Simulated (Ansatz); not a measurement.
Geometry relaxation of Zn$_{12}$HO$_{12}$ (part 4 of 4)

Zn$_{12}$HO$_{12}$ (slab, 25 atoms in the cell); DFT PBE+D3(BJ), scalar-relativistic, plane waves, PAW, spin-polarised (Ansatz 0.2.0); cutoff 420 eV, 4×5×1 k-mesh, Gaussian smearing of 0.05 eV, collinear spins. The structure derives from an entry of the Crystallography Open Database. The input holds or restrains some coordinates.

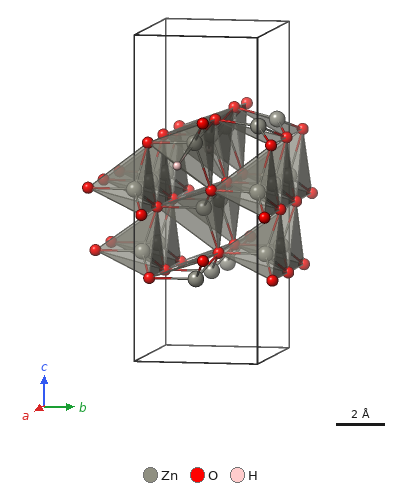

Figure 1. The geometry at step 7 of the log (polyhedral view of the cell of the calculation, with the vacuum cut short, seen slightly off an axis; polyhedra are completed across the faces of the cell).

### Trajectory as extended XYZ, continued
```
25
Lattice="6.5097 0.0000 0.0000 0.0000 5.2561 0.0000 0.0000 0.0000 25.5772" Properties=species:S:1:pos:R:3:forces:R:3 step=3 energy=-46655.31024
Zn    3.2549    2.6277    8.5000    0.0040  -1.3465   1.1029
Zn    0.0000    2.6277    8.5000   -0.0040  -1.3465   1.1029
O     3.2549    0.6363    8.5000   -0.0070   0.7091   0.1453
O     0.0000    0.6363    8.5000    0.0070   0.7091   0.1453
Zn    4.8823    5.2558    9.4396    0.0000   0.6823  -0.8611
Zn    1.6274    5.2558    9.4396    0.0000   0.6743  -0.8793
O     4.8823    3.2644    9.4396    0.0000   0.0636  -0.9221
O     1.6274    3.2644    9.4396    0.0000   0.0618  -0.9055
Zn    4.8823    2.6277   11.3188    0.0000  -0.1767   0.3680
Zn    1.6274    2.6277   11.3188    0.0000  -0.1497   0.4124
O     4.8823    0.6363   11.3188    0.0000   0.1141   0.0421
O     1.6274    0.6363   11.3188    0.0000   0.0109   0.2408
Zn   -0.0069    5.2290   12.1762   -0.0115   0.0292   0.1670
Zn    3.2618    5.2290   12.1762    0.0115   0.0292   0.1670
O    -0.0027    3.2508   12.2635   -0.0026  -0.0275  -0.0896
O     3.2576    3.2508   12.2635    0.0026  -0.0275  -0.0896
Zn    0.0066    2.6097   14.2324    0.0446  -0.1137   0.0357
Zn    3.2483    2.6097   14.2324   -0.0446  -0.1137   0.0357
O    -0.1122    0.5831   14.1271    0.2241  -0.1067   0.0381
O     3.3670    0.5831   14.1271   -0.2241  -0.1067   0.0381
Zn    1.6274    5.1459   14.7259    0.0000   0.2175  -0.1967
Zn    4.8823    4.9462   14.8658    0.0000  -0.0110  -0.0432
O     1.6274    3.3329   15.1615    0.0000   0.0238   0.0587
O     4.8823    3.1127   15.1170    0.0000   0.0532   0.0188
H     1.6274    1.7461   14.0486    0.0000   0.1480  -0.1310
25
Lattice="6.5097 0.0000 0.0000 0.0000 5.2561 0.0000 0.0000 0.0000 25.5772" Properties=species:S:1:pos:R:3:forces:R:3 step=4 energy=-46655.34782
Zn    3.2549    2.6277    8.5000    0.0050  -1.3454   1.1065
Zn    0.0000    2.6277    8.5000   -0.0050  -1.3454   1.1065
O     3.2549    0.6363    8.5000   -0.0085   0.7096   0.1448
O     0.0000    0.6363    8.5000    0.0085   0.7096   0.1448
Zn    4.8823    5.2558    9.4396    0.0000   0.6799  -0.8485
Zn    1.6274    5.2558    9.4396    0.0000   0.6710  -0.8680
O     4.8823    3.2644    9.4396    0.0000   0.0628  -0.9319
O     1.6274    3.2644    9.4396    0.0000   0.0609  -0.9090
Zn    4.8823    2.6277   11.3188    0.0000  -0.1777   0.3468
Zn    1.6274    2.6277   11.3188    0.0000  -0.1455   0.4027
O     4.8823    0.6363   11.3188    0.0000   0.1202   0.0446
O     1.6274    0.6363   11.3188    0.0000  -0.0049   0.2804
Zn   -0.0090    5.2351   12.1867   -0.0101   0.0171   0.0790
Zn    3.2639    5.2351   12.1867    0.0101   0.0171   0.0790
O    -0.0037    3.2544   12.2582   -0.0325   0.0078  -0.0614
O     3.2585    3.2544   12.2582    0.0325   0.0078  -0.0614
Zn    0.0117    2.6199   14.2325    0.0565  -0.1143   0.0805
Zn    3.2431    2.6199   14.2325   -0.0565  -0.1143   0.0805
O    -0.1263    0.5849   14.1285    0.3676   0.0429   0.0896
O     3.3811    0.5849   14.1285   -0.3676   0.0429   0.0896
Zn    1.6274    5.1961   14.6950    0.0000   0.1797  -0.1539
Zn    4.8823    4.9350   14.8795    0.0000   0.0637  -0.0515
O     1.6274    3.3924   15.1812    0.0000  -0.2162  -0.0076
O     4.8823    3.1041   15.1245    0.0000   0.0097  -0.0231
H     1.6274    1.8975   13.9265    0.0000   0.0612  -0.1592
25
Lattice="6.5097 0.0000 0.0000 0.0000 5.2561 0.0000 0.0000 0.0000 25.5772" Properties=species:S:1:pos:R:3:forces:R:3 step=5 energy=-46655.40784
Zn    3.2549    2.6277    8.5000    0.0064  -1.3418   1.1082
Zn    0.0000    2.6277    8.5000   -0.0064  -1.3418   1.1082
O     3.2549    0.6363    8.5000   -0.0069   0.7084   0.1494
O     0.0000    0.6363    8.5000    0.0069   0.7084   0.1494
Zn    4.8823    5.2558    9.4396    0.0000   0.6686  -0.8496
Zn    1.6274    5.2558    9.4396    0.0000   0.6654  -0.8582
O     4.8823    3.2644    9.4396    0.0000   0.0625  -0.9439
O     1.6274    3.2644    9.4396    0.0000   0.0582  -0.9091
Zn    4.8823    2.6277   11.3188    0.0000  -0.1586   0.3048
Zn    1.6274    2.6277   11.3188    0.0000  -0.1317   0.4003
O     4.8823    0.6363   11.3188    0.0000   0.1209   0.1382
O     1.6274    0.6363   11.3188    0.0000  -0.0198   0.3037
Zn   -0.0090    5.2435   12.2006    0.0065  -0.0068  -0.0332
Zn    3.2639    5.2435   12.2006   -0.0065  -0.0068  -0.0332
O    -0.0068    3.2605   12.2514   -0.0563   0.0532  -0.0388
O     3.2617    3.2605   12.2514    0.0563   0.0532  -0.0388
Zn    0.0138    2.6191   14.2317    0.0698  -0.0682   0.0704
Zn    3.2410    2.6191   14.2317   -0.0698  -0.0682   0.0704
O    -0.0978    0.5915   14.1433    0.1349   0.0522   0.0886
O     3.3527    0.5915   14.1433   -0.1349   0.0522   0.0886
Zn    1.6274    5.1873   14.6901    0.0000  -0.0355   0.0211
Zn    4.8823    4.9469   14.8615    0.0000   0.0862  -0.0492
O     1.6274    3.3769   15.1882    0.0000  -0.1789  -0.0061
O     4.8823    3.1143   15.1154    0.0000   0.0003  -0.0641
H     1.6274    2.0049   13.7687    0.0000   0.0677  -0.1775
25
Lattice="6.5097 0.0000 0.0000 0.0000 5.2561 0.0000 0.0000 0.0000 25.5772" Properties=species:S:1:pos:R:3:forces:R:3 step=6 energy=-46655.46733
Zn    3.2549    2.6277    8.5000    0.0102  -1.3370   1.1104
Zn    0.0000    2.6277    8.5000   -0.0102  -1.3370   1.1104
O     3.2549    0.6363    8.5000   -0.0062   0.7063   0.1554
O     0.0000    0.6363    8.5000    0.0062   0.7063   0.1554
Zn    4.8823    5.2558    9.4396    0.0000   0.6549  -0.8542
Zn    1.6274    5.2558    9.4396    0.0000   0.6588  -0.8564
O     4.8823    3.2644    9.4396    0.0000   0.0628  -0.9647
O     1.6274    3.2644    9.4396    0.0000   0.0538  -0.9056
Zn    4.8823    2.6277   11.3188    0.0000  -0.1426   0.2663
Zn    1.6274    2.6277   11.3188    0.0000  -0.1003   0.4101
O     4.8823    0.6363   11.3188    0.0000   0.1372   0.2323
O     1.6274    0.6363   11.3188    0.0000  -0.0202   0.2932
Zn   -0.0073    5.2514   12.2094    0.0138  -0.0174  -0.0533
Zn    3.2622    5.2514   12.2094   -0.0138  -0.0174  -0.0533
O    -0.0132    3.2706   12.2434   -0.0355   0.0493  -0.0299
O     3.2680    3.2706   12.2434    0.0355   0.0493  -0.0299
Zn    0.0236    2.6035   14.2294    0.0389  -0.0163   0.0472
Zn    3.2312    2.6035   14.2294   -0.0389  -0.0163   0.0472
O    -0.0633    0.5870   14.1662   -0.0450   0.0440   0.0071
O     3.3182    0.5870   14.1662    0.0450   0.0440   0.0071
Zn    1.6274    5.1430   14.7126    0.0000  -0.2187   0.1592
Zn    4.8823    4.9566   14.8368    0.0000   0.0390  -0.0287
O     1.6274    3.3215   15.2036    0.0000  -0.0256  -0.0110
O     4.8823    3.1188   15.0863    0.0000  -0.0017  -0.0788
H     1.6274    2.0952   13.5952    0.0000   0.0448  -0.1356
25
Lattice="6.5097 0.0000 0.0000 0.0000 5.2561 0.0000 0.0000 0.0000 25.5772" Properties=species:S:1:pos:R:3:forces:R:3 step=7 energy=-46655.50117
Zn    3.2549    2.6277    8.5000    0.0160  -1.3328   1.1134
Zn    0.0000    2.6277    8.5000   -0.0160  -1.3328   1.1134
O     3.2549    0.6363    8.5000   -0.0075   0.7046   0.1593
O     0.0000    0.6363    8.5000    0.0075   0.7046   0.1593
Zn    4.8823    5.2558    9.4396    0.0000   0.6447  -0.8553
Zn    1.6274    5.2558    9.4396    0.0000   0.6546  -0.8600
O     4.8823    3.2644    9.4396    0.0000   0.0635  -0.9914
O     1.6274    3.2644    9.4396    0.0000   0.0461  -0.8978
Zn    4.8823    2.6277   11.3188    0.0000  -0.1534   0.2258
Zn    1.6274    2.6277   11.3188    0.0000  -0.0809   0.3753
O     4.8823    0.6363   11.3188    0.0000   0.1546   0.2921
O     1.6274    0.6363   11.3188    0.0000  -0.0248   0.2298
Zn   -0.0037    5.2553   12.2110    0.0090  -0.0051  -0.0216
Zn    3.2585    5.2553   12.2110   -0.0090  -0.0051  -0.0216
O    -0.0188    3.2804   12.2314   -0.0251   0.0251  -0.0196
O     3.2736    3.2804   12.2314    0.0251   0.0251  -0.0196
Zn    0.0387    2.5809   14.2215    0.0183   0.0140   0.0226
Zn    3.2162    2.5809   14.2215   -0.0183   0.0140   0.0226
O    -0.0329    0.5739   14.1801   -0.0910   0.0295  -0.0508
O     3.2877    0.5739   14.1801    0.0910   0.0295  -0.0508
Zn    1.6274    5.0841   14.7577    0.0000  -0.2149   0.1498
Zn    4.8823    4.9584   14.8018    0.0000   0.0018  -0.0079
O     1.6274    3.2583   15.2195    0.0000   0.0502  -0.0217
O     4.8823    3.1161   15.0384    0.0000  -0.0070  -0.0485
H     1.6274    2.1641   13.4131    0.0000  -0.0050   0.0030
25
Lattice="6.5097 0.0000 0.0000 0.0000 5.2561 0.0000 0.0000 0.0000 25.5772" Properties=species:S:1:pos:R:3:forces:R:3 step=8 energy=-46655.50694
Zn    3.2549    2.6277    8.5000    0.0168  -1.3318   1.1153
Zn    0.0000    2.6277    8.5000   -0.0168  -1.3318   1.1153
O     3.2549    0.6363    8.5000   -0.0086   0.7047   0.1586
O     0.0000    0.6363    8.5000    0.0086   0.7047   0.1586
Zn    4.8823    5.2558    9.4396    0.0000   0.6450  -0.8516
Zn    1.6274    5.2558    9.4396    0.0000   0.6545  -0.8639
O     4.8823    3.2644    9.4396    0.0000   0.0639  -0.9992
O     1.6274    3.2644    9.4396    0.0000   0.0460  -0.9028
Zn    4.8823    2.6277   11.3188    0.0000  -0.1708   0.2146
Zn    1.6274    2.6277   11.3188    0.0000  -0.0880   0.3558
O     4.8823    0.6363   11.3188    0.0000   0.1399   0.3071
O     1.6274    0.6363   11.3188    0.0000  -0.0256   0.2029
Zn   -0.0010    5.2521   12.2088   -0.0059  -0.0014  -0.0316
Zn    3.2558    5.2521   12.2088    0.0059  -0.0014  -0.0316
O    -0.0193    3.2792   12.2275   -0.0030  -0.0019   0.0267
O     3.2741    3.2792   12.2275    0.0030  -0.0019   0.0267
Zn    0.0444    2.5605   14.2229   -0.0013  -0.0135  -0.0420
Zn    3.2105    2.5605   14.2229    0.0013  -0.0135  -0.0420
O    -0.0271    0.5533   14.1774    0.0320   0.0139   0.0209
O     3.2819    0.5533   14.1774   -0.0320   0.0139   0.0209
Zn    1.6274    5.0400   14.7868    0.0000  -0.0055   0.0068
Zn    4.8823    4.9424   14.7849    0.0000  -0.0013  -0.0066
O     1.6274    3.2217   15.2345    0.0000   0.0190   0.0377
O     4.8823    3.0991   15.0182    0.0000  -0.0007   0.0029
H     1.6274    2.1570   13.3958    0.0000  -0.0137   0.0008
25
Lattice="6.5097 0.0000 0.0000 0.0000 5.2561 0.0000 0.0000 0.0000 25.5772" Properties=species:S:1:pos:R:3:forces:R:3 step=9 energy=-46655.50694
Zn    3.2549    2.6277    8.5000    0.0168  -1.3318   1.1152
Zn    0.0000    2.6277    8.5000   -0.0168  -1.3318   1.1152
O     3.2549    0.6363    8.5000   -0.0086   0.7047   0.1587
O     0.0000    0.6363    8.5000    0.0086   0.7047   0.1587
Zn    4.8823    5.2558    9.4396    0.0000   0.6450  -0.8518
Zn    1.6274    5.2558    9.4396    0.0000   0.6545  -0.8640
O     4.8823    3.2644    9.4396    0.0000   0.0639  -0.9990
O     1.6274    3.2644    9.4396    0.0000   0.0460  -0.9027
Zn    4.8823    2.6277   11.3188    0.0000  -0.1708   0.2145
Zn    1.6274    2.6277   11.3188    0.0000  -0.0880   0.3557
O     4.8823    0.6363   11.3188    0.0000   0.1399   0.3074
O     1.6274    0.6363   11.3188    0.0000  -0.0257   0.2031
Zn   -0.0010    5.2521   12.2088   -0.0057  -0.0014  -0.0316
Zn    3.2558    5.2521   12.2088    0.0057  -0.0014  -0.0316
O    -0.0193    3.2792   12.2275   -0.0031  -0.0018   0.0265
O     3.2741    3.2792   12.2275    0.0031  -0.0018   0.0265
Zn    0.0444    2.5605   14.2229   -0.0014  -0.0138  -0.0418
Zn    3.2105    2.5605   14.2229    0.0014  -0.0138  -0.0418
O    -0.0271    0.5533   14.1774    0.0319   0.0138   0.0204
O     3.2819    0.5533   14.1774   -0.0319   0.0138   0.0204
Zn    1.6274    5.0400   14.7868    0.0000  -0.0061   0.0073
Zn    4.8823    4.9424   14.7849    0.0000  -0.0015  -0.0067
O     1.6274    3.2217   15.2345    0.0000   0.0183   0.0374
O     4.8823    3.0991   15.0182    0.0000  -0.0014   0.0025
H     1.6274    2.1570   13.3958    0.0000  -0.0136   0.0010
25
Lattice="6.5097 0.0000 0.0000 0.0000 5.2561 0.0000 0.0000 0.0000 25.5772" Properties=species:S:1:pos:R:3:forces:R:3 step=10 energy=-46655.50772
Zn    3.2549    2.6277    8.5000    0.0160  -1.3325   1.1141
Zn    0.0000    2.6277    8.5000   -0.0160  -1.3325   1.1141
O     3.2549    0.6363    8.5000   -0.0076   0.7046   0.1585
O     0.0000    0.6363    8.5000    0.0076   0.7046   0.1585
Zn    4.8823    5.2558    9.4396    0.0000   0.6463  -0.8562
Zn    1.6274    5.2558    9.4396    0.0000   0.6565  -0.8654
O     4.8823    3.2644    9.4396    0.0000   0.0640  -0.9938
O     1.6274    3.2644    9.4396    0.0000   0.0466  -0.9014
Zn    4.8823    2.6277   11.3188    0.0000  -0.1692   0.2222
Zn    1.6274    2.6277   11.3188    0.0000  -0.0901   0.3579
O     4.8823    0.6363   11.3188    0.0000   0.1338   0.3055
O     1.6274    0.6363   11.3188    0.0000  -0.0296   0.1871
Zn   -0.0007    5.2493   12.2053    0.0045   0.0004   0.0051
Zn    3.2556    5.2493   12.2053   -0.0045   0.0004   0.0051
O    -0.0192    3.2764   12.2308    0.0004  -0.0001  -0.0183
O     3.2740    3.2764   12.2308   -0.0004  -0.0001  -0.0183
Zn    0.0475    2.5500   14.2165    0.0000   0.0019   0.0134
Zn    3.2073    2.5500   14.2165    0.0000   0.0019   0.0134
O    -0.0211    0.5438   14.1790   -0.0050   0.0065  -0.0083
O     3.2759    0.5438   14.1790    0.0050   0.0065  -0.0083
Zn    1.6274    5.0260   14.7969    0.0000  -0.0004   0.0025
Zn    4.8823    4.9319   14.7710    0.0000   0.0066   0.0150
O     1.6274    3.2096   15.2437    0.0000  -0.0139   0.0030
O     4.8823    3.0891   15.0076    0.0000  -0.0045  -0.0081
H     1.6274    2.1447   13.3987    0.0000  -0.0079   0.0026
```

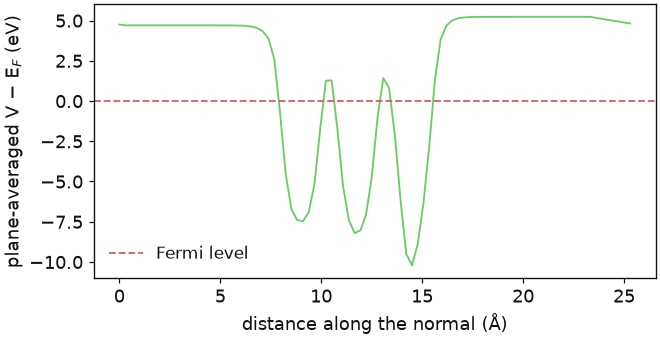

Figure 2. Plane average of the electrostatic potential energy of an electron across the cell, from the Fermi level. The vacuum level lies 5.23 eV above the Fermi level on the upper side and 4.70 eV on the lower.

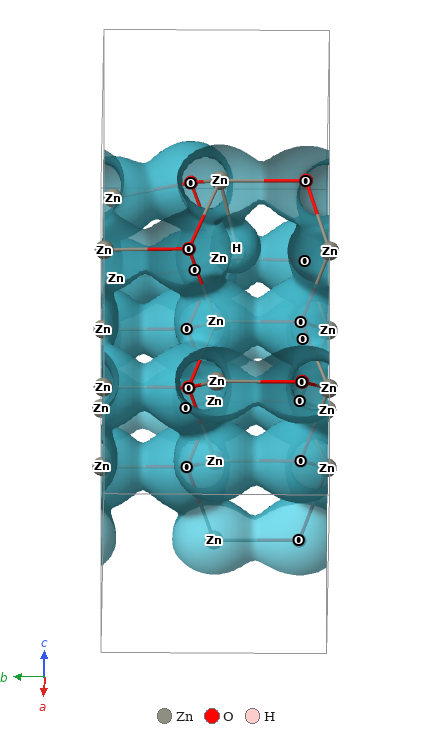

Figure 3. Isosurface of the valence electron density at 0.3 e/Å³ (cyan), seen at an oblique angle. Sticks mark near contacts. At this value the density is joined into sheets; it holds about 90 % of the electrons treated as valence. On the grid the lowest density along these lines, outside the cores, is 0.39 e/Å³ (Zn–H, 1.82 Å), 0.79 e/Å³ (Zn–O, 1.86 Å), 0.67 e/Å³ (Zn–O, 1.92 Å) and 0.61 e/Å³ (Zn–O, 1.96 Å). The fields are those of the smooth PAW valence density.

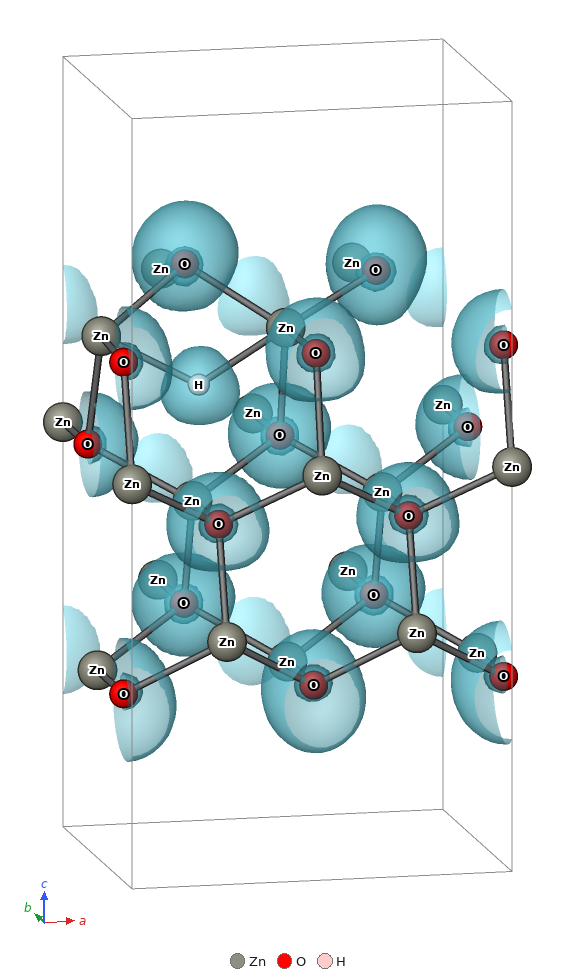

Figure 4. Isosurface of the electron localisation function at 0.65 (cyan), seen slightly off an axis. Only the valence region is drawn (cores and ρ < 0.01 e/Å³ removed). Sticks mark near contacts. Counts are for one cell; the picture repeats the cell along the surface. Profiles from the grid: Zn–H (1.82 Å): the ELF climbs to about 1 towards the hydrogen, as it does in any bond to H. Zn–O (1.86 Å): the ELF is about 0.35 at the midpoint (no shared pair; the contact is polar).

### Key numbers

```tsv
quantity	value
outcome	converged under the restraints of the input
electrons treated	217
free energy	−46655.5077 eV
work function, top face	5.23 eV
work function, bottom face	4.70 eV
Fermi energy	−0.749 eV
gap on the k-point mesh	none (metallic)
net moment of the cell	0.90 μB
integrated absolute moment	0.99 μB
final volume	875.14 Å³
work function (upper face)	5.23 eV
largest force (length of the vector) at the end, held atoms and coordinates included	1.737 eV/Å
wall time	5.8 min (CPU time 44 min)
peak memory	4.8 GiB
```

### Notes

Warnings of the run: the exchange-correlation potential is rough where the density is thin.
